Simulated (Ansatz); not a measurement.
Single-point calculation, with input and output: CoO (part 2 of 2)

CoO (2 atoms in the cell); DFT PBE+U+J, spin-orbit coupling, plane waves, PAW, U = 3 eV, J = 0.7 eV on Co atom 1 d (Ansatz 0.2.0); cutoff 420 eV, 9×9×9 k-mesh, Gaussian smearing of 0.05 eV. The structure derives from an entry of the Crystallography Open Database. It belongs to a series of runs on one base structure; here: natural orbitals of the symmetric run, filled by rank.

Geometry of the input (Å; fractional positions):
```
-1.5080  1.5080  2.1073
1.5080  -1.5080  2.1073
1.5080  1.5080  -2.1073
Co 0.0000  0.0000  0.0000
O  0.5000  0.5000  0.0000
```

What the program printed, continued
```
SCF iter   1: F=—  HF=-5692.723275 eV  |F-HF|=—  |Δ(HF+E_count)|=         —  Δρ=3.17e-1  dr2=1.47e1  dr2_m=1.61e0  ethr=3.10e-3  |M|=1.98e0 ∫|m|=1.98e0 μB  |m|>n=0.0e0 m-floor=0.0e0 τ_xc=0.0e0 mc-row=0.0e0  β_m=0.30  ⟨swp⟩=6.9  Hψ=20197  notcnv=0  defer=39
preconditioner: auto → none  [metal: Δε(μ)=0.005 eV  Ē_g=13.184 eV  σ=0.050 eV  W_gap=0.06  n_scr=8 (ndim 8)  ℏωp=32.8 eV  f_vac=0.000  D(μ)=3.03/eV (n_scr^D=58)  sad-step TF]
SCF iter   2: F=—  HF=-5691.573700 eV  |F-HF|=—  |Δ(HF+E_count)|=    1.15e0  Δρ=1.08e-1  dr2=6.56e-1  dr2_m=5.13e-1  ethr=3.10e-3  |M|=3.00e0 ∫|m|=3.00e0 μB  |m|>n=0.0e0 m-floor=0.0e0 τ_xc=1.1e-3 mc-row=0.0e0  β_m=1.00  ⟨swp⟩=3.0  Hψ=9160  notcnv=0  defer=447
SCF iter   3: F=—  HF=-5691.625127 eV  |F-HF|=—  |Δ(HF+E_count)|=   5.14e-2  Δρ=6.25e-2  dr2=1.71e-1  dr2_m=3.52e-3  ethr=2.85e-3  |M|=3.00e0 ∫|m|=3.01e0 μB  |m|>n=0.0e0 m-floor=0.0e0 τ_xc=2.8e-3 mc-row=0.0e0  β_m=1.00  ⟨swp⟩=2.5  Hψ=7625  notcnv=0  defer=477
SCF iter   4: F=—  HF=-5691.796927 eV  |F-HF|=—  |Δ(HF+E_count)|=   1.72e-1  Δρ=2.31e-2  dr2=2.23e-2  dr2_m=1.15e-3  ethr=7.44e-4  |M|=3.00e0 ∫|m|=3.01e0 μB  |m|>n=0.0e0 m-floor=0.0e0 τ_xc=3.7e-3 mc-row=0.0e0  β_m=0.30  ⟨swp⟩=2.1  Hψ=5962  notcnv=0  defer=477
Mixer restart at iter 4: flushing history
spin-set hold released at iteration 4 (site moments contracting): the magnetisation degrees of freedom join the quasi-Newton model from the next iteration; the mixer history was flushed
SCF iter   5: F=—  HF=-5691.886388 eV  |F-HF|=—  |Δ(HF+E_count)|=   8.95e-2  Δρ=1.67e-2  dr2=1.10e-2  dr2_m=7.44e-4  ethr=9.69e-5  |M|=3.00e0 ∫|m|=3.01e0 μB  |m|>n=0.0e0 m-floor=0.0e0 τ_xc=4.4e-3 mc-row=0.0e0  β_m=0.63  ⟨swp⟩=2.4  Hψ=6858  notcnv=0  defer=477
SCF iter   6: F=—  HF=-5692.012787 eV  |F-HF|=—  |Δ(HF+E_count)|=   1.26e-1  Δρ=3.10e-2  dr2=1.38e-1  dr2_m=1.97e-3  ethr=4.77e-5  |M|=3.00e0 ∫|m|=3.01e0 μB  |m|>n=0.0e0 m-floor=0.0e0 τ_xc=5.8e-3 mc-row=0.0e0  β_m=0.46  ⟨swp⟩=3.0  Hψ=8355  notcnv=0  defer=479
SCF iter   7: F=—  HF=-5691.982601 eV  |F-HF|=—  |Δ(HF+E_count)|=   3.02e-2  Δρ=1.90e-3  dr2=4.59e-4  dr2_m=3.55e-5  ethr=4.77e-5  |M|=3.00e0 ∫|m|=3.01e0 μB  |m|>n=0.0e0 m-floor=0.0e0 τ_xc=6.0e-3 mc-row=0.0e0  β_m=0.56  ⟨swp⟩=2.8  Hψ=8470  notcnv=0  defer=477
SCF iter   8: F=—  HF=-5691.982551 eV  |F-HF|=—  |Δ(HF+E_count)|=   4.97e-5  Δρ=5.19e-4  dr2=3.40e-5  dr2_m=4.30e-6  ethr=1.99e-6  |M|=3.00e0 ∫|m|=3.01e0 μB  |m|>n=0.0e0 m-floor=0.0e0 τ_xc=6.1e-3 mc-row=0.0e0  β_m=0.56  ⟨swp⟩=2.1  Hψ=5392  notcnv=0  defer=475
SCF iter   9: F=—  HF=-5691.982535 eV  |F-HF|=—  |Δ(HF+E_count)|=   1.60e-5  Δρ=7.32e-5  dr2=2.34e-7  dr2_m=2.42e-7  ethr=1.48e-7  |M|=3.00e0 ∫|m|=3.01e0 μB  |m|>n=0.0e0 m-floor=0.0e0 τ_xc=6.2e-3 mc-row=0.0e0  β_m=0.59  ⟨swp⟩=2.0  Hψ=6139  notcnv=0  defer=475
SCF iter  10: F=—  HF=-5691.982535 eV  |F-HF|=—  |Δ(HF+E_count)|=   2.07e-7  Δρ=3.47e-5  dr2=2.10e-8  dr2_m=5.48e-8  ethr=1.02e-9  |M|=3.00e0 ∫|m|=3.01e0 μB  |m|>n=0.0e0 m-floor=0.0e0 τ_xc=6.2e-3 mc-row=0.0e0  β_m=0.80  ⟨swp⟩=2.0  Hψ=6181  notcnv=0  defer=475
SCF iter  11: F=—  HF=-5691.982535 eV  |F-HF|=—  |Δ(HF+E_count)|=   6.45e-8  Δρ=4.25e-6  dr2=5.19e-11  dr2_m=8.46e-10  ethr=9.11e-11  |M|=3.00e0 ∫|m|=3.01e0 μB  |m|>n=0.0e0 m-floor=0.0e0 τ_xc=6.2e-3 mc-row=0.0e0  β_m=0.80  ⟨swp⟩=11.0  Hψ=27307  notcnv=0
Mixer restart at iter 11: flushing history
SCF iter  12: F=—  HF=-5691.982539 eV  |F-HF|=—  |Δ(HF+E_count)|=         —  Δρ=1.95e-5  dr2=1.27e-8  dr2_m=1.75e-8  ethr=1.00e-12  |M|=3.00e0 ∫|m|=3.01e0 μB  |m|>n=0.0e0 m-floor=0.0e0 τ_xc=6.2e-3 mc-row=0.0e0  β_m=0.80  ⟨swp⟩=3.0  Hψ=8128  notcnv=0
SCF iter  13: F=—  HF=-5692.021427 eV  |F-HF|=—  |Δ(HF+E_count)|=   3.89e-2  Δρ=3.26e-3  dr2=1.63e-3  dr2_m=5.49e-4  ethr=1.00e-12  |M|=3.00e0 ∫|m|=3.00e0 μB  |m|>n=0.0e0 m-floor=0.0e0 τ_xc=6.2e-3 mc-row=0.0e0  β_m=0.34  ⟨swp⟩=11.4  Hψ=31211  notcnv=0
SCF iter  14: F=—  HF=-5692.023548 eV  |F-HF|=—  |Δ(HF+E_count)|=   2.12e-3  Δρ=2.44e-3  dr2=6.54e-4  dr2_m=2.21e-4  ethr=1.00e-12  |M|=3.00e0 ∫|m|=3.00e0 μB  |m|>n=0.0e0 m-floor=0.0e0 τ_xc=7.2e-3 mc-row=0.0e0  β_m=0.62  ⟨swp⟩=7.0  Hψ=17694  notcnv=0
SCF iter  15: F=—  HF=-5692.025536 eV  |F-HF|=—  |Δ(HF+E_count)|=   1.99e-3  Δρ=1.84e-3  dr2=4.26e-4  dr2_m=2.49e-4  ethr=1.00e-12  |M|=2.99e0 ∫|m|=3.00e0 μB  |m|>n=0.0e0 m-floor=0.0e0 τ_xc=8.9e-3 mc-row=0.0e0  β_m=0.77  ⟨swp⟩=6.2  Hψ=16507  notcnv=0
SCF iter  16: F=—  HF=-5692.026881 eV  |F-HF|=—  |Δ(HF+E_count)|=   1.35e-3  Δρ=7.92e-4  dr2=9.82e-6  dr2_m=6.35e-5  ethr=1.00e-12  |M|=2.99e0 ∫|m|=3.00e0 μB  |m|>n=0.0e0 m-floor=0.0e0 τ_xc=1.3e-2 mc-row=0.0e0  β_m=0.63  ⟨swp⟩=6.6  Hψ=16357  notcnv=0  defer=5
SCF iter  17: F=—  HF=-5692.027777 eV  |F-HF|=—  |Δ(HF+E_count)|=   8.96e-4  Δρ=6.51e-4  dr2=4.38e-5  dr2_m=2.48e-5  ethr=1.00e-12  |M|=2.99e0 ∫|m|=3.00e0 μB  |m|>n=0.0e0 m-floor=0.0e0 τ_xc=1.7e-2 mc-row=0.0e0  β_m=0.79  ⟨swp⟩=6.0  Hψ=15716  notcnv=0  defer=37
SCF iter  18: F=—  HF=-5692.028142 eV  |F-HF|=—  |Δ(HF+E_count)|=   3.65e-4  Δρ=4.85e-4  dr2=2.46e-5  dr2_m=1.90e-5  ethr=1.00e-12  |M|=2.98e0 ∫|m|=2.99e0 μB  |m|>n=0.0e0 m-floor=0.0e0 τ_xc=2.1e-2 mc-row=0.0e0  β_m=0.89  ⟨swp⟩=6.0  Hψ=16088  notcnv=0  defer=47
SCF iter  19: F=—  HF=-5692.028241 eV  |F-HF|=—  |Δ(HF+E_count)|=   9.92e-5  Δρ=2.81e-4  dr2=1.14e-6  dr2_m=4.66e-6  ethr=1.00e-12  |M|=2.98e0 ∫|m|=2.99e0 μB  |m|>n=0.0e0 m-floor=0.0e0 τ_xc=2.2e-2 mc-row=0.0e0  β_m=0.95  ⟨swp⟩=5.2  Hψ=13855  notcnv=0  defer=81
SCF iter  20: F=—  HF=-5692.028304 eV  |F-HF|=—  |Δ(HF+E_count)|=   6.26e-5  Δρ=1.56e-4  dr2=2.81e-7  dr2_m=2.26e-6  ethr=1.00e-12  |M|=2.98e0 ∫|m|=2.99e0 μB  |m|>n=0.0e0 m-floor=0.0e0 τ_xc=2.2e-2 mc-row=0.0e0  β_m=0.97  ⟨swp⟩=5.0  Hψ=13047  notcnv=0  defer=84
SCF iter  21: F=—  HF=-5692.028321 eV  |F-HF|=—  |Δ(HF+E_count)|=   1.72e-5  Δρ=8.08e-5  dr2=4.52e-7  dr2_m=4.78e-7  ethr=1.00e-12  |M|=2.98e0 ∫|m|=2.99e0 μB  |m|>n=0.0e0 m-floor=0.0e0 τ_xc=2.3e-2 mc-row=0.0e0  β_m=0.99  ⟨swp⟩=4.7  Hψ=12174  notcnv=0  defer=87
SCF iter  22: F=—  HF=-5692.028325 eV  |F-HF|=—  |Δ(HF+E_count)|=   3.51e-6  Δρ=5.70e-5  dr2=4.59e-7  dr2_m=1.90e-7  ethr=1.00e-12  |M|=2.98e0 ∫|m|=2.99e0 μB  |m|>n=0.0e0 m-floor=0.0e0 τ_xc=2.3e-2 mc-row=0.0e0  β_m=0.99  ⟨swp⟩=4.8  Hψ=12291  notcnv=0  defer=93
SCF iter  23: F=—  HF=-5692.028326 eV  |F-HF|=—  |Δ(HF+E_count)|=   8.57e-7  Δρ=3.03e-5  dr2=1.39e-7  dr2_m=5.23e-8  ethr=1.00e-12  |M|=2.98e0 ∫|m|=2.99e0 μB  |m|>n=0.0e0 m-floor=0.0e0 τ_xc=2.3e-2 mc-row=0.0e0  β_m=1.00  ⟨swp⟩=4.0  Hψ=10845  notcnv=0  defer=101
iter 24 met the thresholds in force, and the SCF goes on: an eigenvalue changes by 0.11 meV, over its tolerance of 0.06 meV (output.eigenvalues, Limitations)
SCF iter  24: F=-5692.028326 eV  HF=-5692.028326 eV  |F-HF|=5.00e-8  |Δ(HF+E_count)|=   2.92e-7  Δρ=1.61e-5  dr2=7.85e-10  dr2_m=1.82e-8  ethr=1.00e-12  |M|=2.98e0 ∫|m|=2.99e0 μB  |m|>n=0.0e0 m-floor=0.0e0 τ_xc=2.3e-2 mc-row=0.0e0  β_m=1.00  ⟨swp⟩=11.1  Hψ=24987  notcnv=0
iter 25 met the thresholds in force, and the SCF goes on: an eigenvalue changes by 0.33 meV, over its tolerance of 0.07 meV (output.eigenvalues, Limitations)
SCF iter  25: F=-5692.028326 eV  HF=-5692.028326 eV  |F-HF|=2.55e-9  |Δ(HF+E_count)|=   2.13e-7  Δρ=1.02e-5  dr2=9.60e-9  dr2_m=5.41e-9  ethr=1.00e-12  |M|=2.98e0 ∫|m|=2.99e0 μB  |m|>n=0.0e0 m-floor=0.0e0 τ_xc=2.3e-2 mc-row=0.0e0  β_m=1.00  ⟨swp⟩=4.5  Hψ=21639  notcnv=0
Mixer restart at iter 25: flushing history
SCF iter  26: F=-5692.028326 eV  HF=-5692.028326 eV  |F-HF|=2.44e-8  |Δ(HF+E_count)|=   3.40e-8  Δρ=1.90e-5  dr2=3.30e-8  dr2_m=1.16e-8  ethr=1.00e-12  |M|=2.98e0 ∫|m|=2.99e0 μB  |m|>n=0.0e0 m-floor=0.0e0 τ_xc=2.3e-2 mc-row=0.0e0  ⟨swp⟩=4.8  Hψ=21866  notcnv=0
SCF 1 converged in 26 iterations: F = -5692.028326 eV  dr2 = 3.30e-8
  greatest PAW one-centre occupation: 1.002 electrons in one spin orbital (limit 2), on the Co atom at site 0 (counted from 0), in its partial waves of l = 1
SCF converged after 26 iterations
an eigenvalue changed by more than its tolerance at an iteration that met the thresholds in force, so the SCF went on 2 times, its first undamped step at iteration 25: the last check found none over its tolerance
Magnetization: |M| = 2.9764 μB,  M = (+2.9764, -0.0000, -0.0000) μB
Absolute magnetization: 2.9912 μB (∫|m|, with the PAW one-centre terms)
  site 0: m = (+2.5581, -0.0000, +0.0000) μB, |m| = 2.5581 μB  (R = 0.87 Å)
  site 1: m = (+0.2416, -0.0000, -0.0000) μB, |m| = 0.2416 μB  (R = 0.87 Å)
Free energy (F): -5692.028326 eV
Harris-Foulkes:  -5692.028326 eV  (|F-HF|=2.44e-8)
Internal energy: -5692.028326 eV  (E = F + TS)
E sigma→0 (E₀):  -5692.028326 eV
Fermi energy:    14.209692 eV
--- Per-component energies (eV) ---
  E_band       = -310.431564
  E_kinetic    = 617.752147
  E_local      = -3420.943692  (includes V_loc(G=0)·N_el)
  E_nonlocal   = 514.931501
  E_hartree    = 1404.558033
  E_xc         = -228.929416
  E_vxc        = -294.185659  (∫ρ·V_xc dr)
  E_hubbard    = 0.119823  (on-site DFT+U / exact-exchange correction)
  E_vhub       = -8.147780  (the Hubbard potential's part of the band-sum identity)
  E_paw        = -1677.529606  (= ΣΔE_a)
  E_vpaw       = -528.969610  (= ΣTr[D̂ρ^β])
  E_aug_tail   = 0.002470  (compensation charges beyond the density's cutoff)
  E_ewald      = -2901.989586
  E_smearing   = -0.000000  (= −TS)
  E_closure    = -0.000000  (closes the sum)
  Σ components = -5692.028326   (vs F -5692.028326, Δ=0.00e0)
--- DFT+U+J on-site energies (Liechtenstein; fll double counting; per corrected site; eV) ---
  site 0 (l=d): U=3.0000  J=0.7000  Tr N=7.2934  E_int=60.974676  E_dc=60.854853  E_U=0.119823
--- Hubbard shell moments (per corrected site; Tr N, ν in electrons; μ in μ_B) ---
  shell 0: Tr N=7.2934  μ_S=(+2.6612, -0.0000, +0.0000)  μ_L=(+0.2191, -0.0000, +0.0000)  μ=(+2.8803, -0.0000, +0.0000)  ν=0.1363 along (+1.000, +0.000, +0.000)
--- Specified on-site occupations, and those of the state reported ---
  electrons in the specified blocks: 6.8500 specified, 7.2934 found
  site 0 (l=d): largest change of an orbital's occupation 0.1467; electrons 6.8500 specified, 7.2934 found; spectral distance 0.1815
--- Forces (eV/Å), atoms counted from 1 ---
  atom   1  Co     0.00000000     0.00000000     0.00000000
  atom   2  O      0.00000000     0.00000000     0.00000000
  max |Σ_I F_I| component: 0.00e0 eV/Å
--- Stress (GPa, compression-positive) ---
       12.774253       0.000000       0.000000
        0.000000       7.339595       0.000000
        0.000000       0.000000      11.350022
  P = ⅓ Tr σ = 10.4880 GPa (104.880 kbar)
--- Band table (eV; the first three rows and the last of 125) ---
  k-point 0: bands = ["-83.0331", "-79.8045", "-47.2864", "-46.2718", "-45.8708", "-43.4987", "-42.8550", "-42.6045", "-5.9821", "-5.5797", "8.4835", "9.1442", "9.3561", "10.3050", "10.4217", "11.1327", "11.1866", "11.1983", "11.2280", "11.2831", "11.5700", "11.6442", "11.6619", "14.5673", "15.0534", "15.0565", "15.4228", "15.7150", "30.7213", "30.7967", "31.8012", "32.1622"]
  k-point 1: bands = ["-83.0327", "-79.8041", "-47.2885", "-46.2746", "-45.8734", "-43.5015", "-42.8586", "-42.6075", "-5.8119", "-5.4054", "8.3587", "8.4344", "9.2323", "10.0864", "10.1195", "10.3215", "10.8019", "10.8685", "11.3310", "11.3754", "11.5898", "11.7693", "12.1287", "14.6864", "15.2219", "15.6524", "16.2468", "17.0969", "28.7791", "29.2461", "30.9319", "31.0470"]
  k-point 2: bands = ["-83.0313", "-79.8024", "-47.2938", "-46.2816", "-45.8796", "-43.5084", "-42.8674", "-42.6147", "-5.4050", "-4.9662", "7.1756", "8.3201", "8.7703", "9.3021", "9.7828", "9.8637", "10.3808", "10.4376", "11.4491", "11.4743", "11.6833", "11.8645", "12.5050", "14.9291", "15.4374", "15.9935", "18.4355", "19.4535", "27.1159", "27.3470", "27.7938", "28.2597"]
  k-point 124: bands = ["-83.0283", "-79.7991", "-47.3106", "-46.2895", "-45.8949", "-43.5268", "-42.8760", "-42.6334", "-4.7354", "-4.1298", "7.3408", "7.7452", "8.8700", "8.8893", "9.3323", "9.4178", "9.6751", "10.2571", "10.8154", "10.9055", "11.1619", "11.4355", "12.4639", "15.6986", "15.9182", "16.1388", "20.2184", "21.1663", "24.0457", "24.5846", "25.1997", "25.8230"]
Occupation matrices written to [file]
--- Löwdin populations: 2 sites ---
  site symbol       q [e]
     0     Co     15.8126
     1      O      7.0611
  spilling = 0.005494 (of n_electrons = 23.000000)
--- Occupation matrices: 1 shell (run DFT+U table (all-electron-ortho-atomic); ε = 8.92e-3) ---
  Co0 d_3D: site group D4h (4/mmm)
  Co0 d_3D spinor Tr n = 7.2934  λ = 0.061 0.130 0.141 0.982 0.991 0.996 0.996 0.998 0.998 0.999  [yz 0.99 (T2g 1.00) E3/2g(0.57) | xy 1.00 (Eg 1.00) E3/2g(1.00) | z2 0.87 (Eg 0.87) E1/2g(0.87) | xz 1.00 (T2g 1.00) E1/2g(0.53) | 6× x2-y2 0.31 (T2g 0.64) E3/2g(0.64)]
  specified occupation → Co0 d_3D spinor: matrix, ‖Δ‖_F = 0.2293, Tr Δ = -0.4434, displaced = 0.2650, d_λ = 0.1815; orbital distance = 0.1514
  Tr n, λ and their labels are of the run-group-symmetrised matrices; stabiliser: 8 of 32 elements of G0×{1,Θ} (closed), max defect 1.2e-15 at τ = 1.9e-3
```

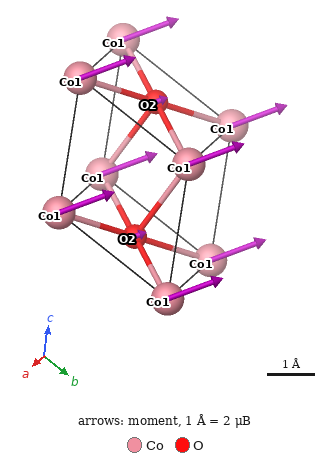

Magnetic moments of the sites as pink arrows (ball-and-stick view of the cell of the calculation, seen slightly off an axis; atoms are numbered from 1 in the order of the input); small moments hardly show. Site moments: Co1 (2.60 μB); O2 (0.56 μB). They are counted near the atoms and needn't add up to the moment of the cell.

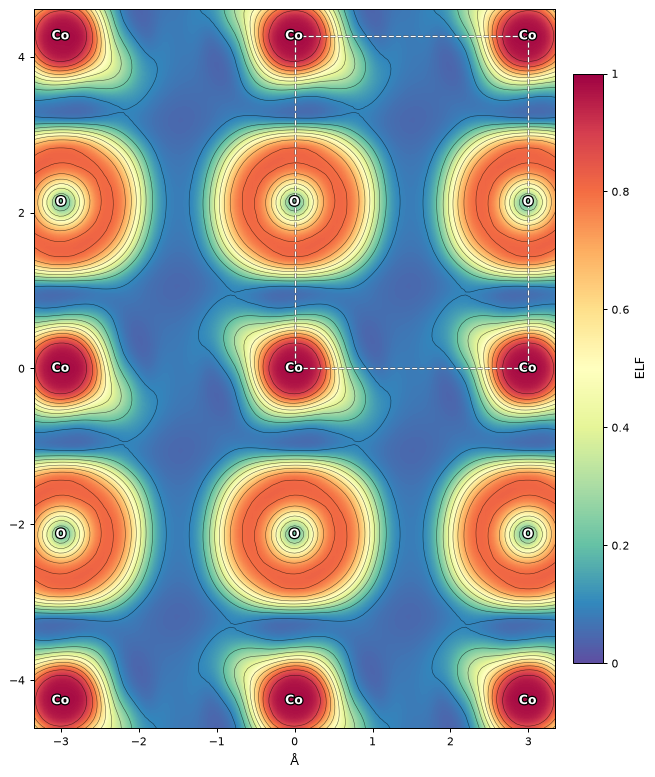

Electron localisation function on the (110) plane of the calculation cell. The section cuts through Co and O sites. Co–O (2.13 Å): the ELF is about 0.10 at the midpoint. The strong features right at Co lie inside the PAW spheres (semicore, d or f shells) and say nothing about bonding. The fields are those of the smooth PAW valence density.

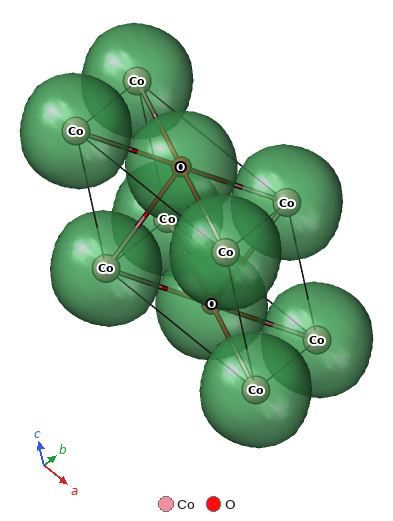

Isosurface of the valence pseudo-density at 0.6 e/Å³ (green), seen slightly off an axis. Sticks mark near contacts. The outline is the calculation cell. At this value the density breaks into separate islands; it holds about 85 % of the electrons treated as valence (semicore included). It is pinched off along the Co–O (2.11 Å) contacts. On the grid the lowest density along these lines, outside the cores, is 0.44 e/Å³ (Co–O, 2.11 Å).

Summary

- outcome: converged
- space group (tolerance 0.01 Å): I4/mmm (139)
- electrons treated: 23
- free energy: −5692.0283 eV
- Fermi energy: 14.210 eV
- gap on the k-point mesh: 0.72 eV
- net moment of the cell: 2.98 μB
- integrated absolute moment: 2.99 μB
- pressure: 10.49 GPa
- largest force (length of the vector): under 0.001 eV/Å
- hardware: 2 threads of Arm Neoverse V2, 24 GiB of memory available, shared host
- wall time: 44 s (CPU time 88 s)
- peak memory: 0.56 GiB

Remarks

Warnings of the run: the SCF threshold is looser than advised for the printed stress. The cell is under a pressure of 10.5 GPa at this level, so it is not at its equilibrium volume.
